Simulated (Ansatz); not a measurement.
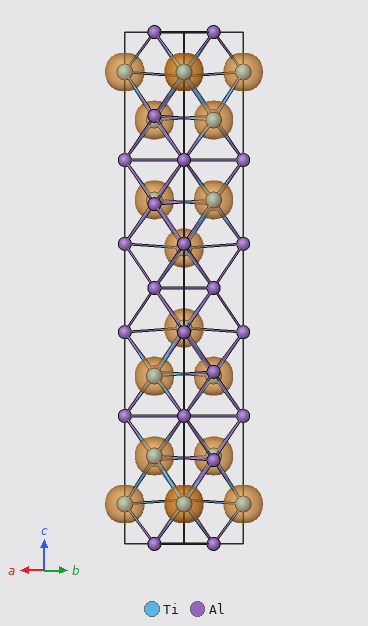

Figure. TiAl2. Isosurface of the valence electron density at 0.5 e/Å³ (orange), seen along [110]. Sticks mark near contacts.

Space group I4₁/amd; a structure from a database of computed crystals, not necessarily the ambient phase; computed without spin polarisation.

These are results of Ansatz 0.2.0, DFT r2SCAN, scalar-relativistic, plane waves, PAW, not measurements.

The density is the valence pseudo-density of a PAW calculation; it isn't the true density close to the nuclei.

Input

```
crystal:
  lattice:
    - [-1.9743548365, 1.9743548365, 12.0765160558]
    - [1.9743548365, -1.9743548365, 12.0765160558]
    - [1.9743548365, 1.9743548365, -12.0765160558]
  atoms:
    - { symbol: Ti, position: [0.67200248, 0.17200248, 0.5] }
    - { symbol: Ti, position: [0.92200248, 0.92200248, 0.0] }
    - { symbol: Ti, position: [0.82799752, 0.32799752, 0.5] }
    - { symbol: Ti, position: [0.07799752, 0.07799752, 0.0] }
    - { symbol: Al, position: [0.41361949, 0.41361949, 0.0] }
    - { symbol: Al, position: [0.25003366, 0.25003366, 0.0] }
    - { symbol: Al, position: [0.74996634, 0.74996634, 0.0] }
    - { symbol: Al, position: [0.33638051, 0.83638051, 0.5] }
    - { symbol: Al, position: [0.16361949, 0.66361949, 0.5] }
    - { symbol: Al, position: [0.49996634, 0.99996634, 0.5] }
    - { symbol: Al, position: [3.366e-05, 0.50003366, 0.5] }
    - { symbol: Al, position: [0.58638051, 0.58638051, 0.0] }
basis:
  ecutwfc: 500
kpoints:
  mp_grid: { grid: [12, 12, 12] }
hamiltonian:
  xc: r2scan
scf:
  occupations: { method: gaussian, width: 0.1 }
output:
  forces: true
  stress: true
  eigenvalues: true
  write_density: true
  write_potential: true
  elf: true
  volumetric_format: npy
relax:
  adjacent_minimum: "off"
  f_tol: 0.005
  max_steps: 80
  cell: { stress_tol: 0.05 }
```

Launched as:

```sh
ansatz run input.yaml --threads 2 --pin off --max-ram 5120MiB --backend cpu --events-out ev --progress --plain --runs-dir out
```

Below, planes, directions and counts refer to the conventional cell (a = 3.95 Å, b = 3.95 Å, c = 24.15 Å, α = 90.00°, β = 90.00°, γ = 90.00°).

**What does this surface tell about the bonding?**

At this value the density breaks into separate islands; it holds about 50 % of the electrons treated as valence (semicore included). It bridges none of the near contacts. It is pinched off along the sampled Al–Al (2.72 Å), Ti–Al (2.73 Å), Ti–Ti (3.01 Å) and Al–Al (2.79 Å) contacts. On the grid the lowest density along these lines, outside the cores, is 0.24 e/Å³ (Al–Al, 2.72 Å), 0.23 e/Å³ (Ti–Al, 2.73 Å), 0.2 e/Å³ (Ti–Ti, 3.01 Å) and 0.23 e/Å³ (Al–Al, 2.79 Å).
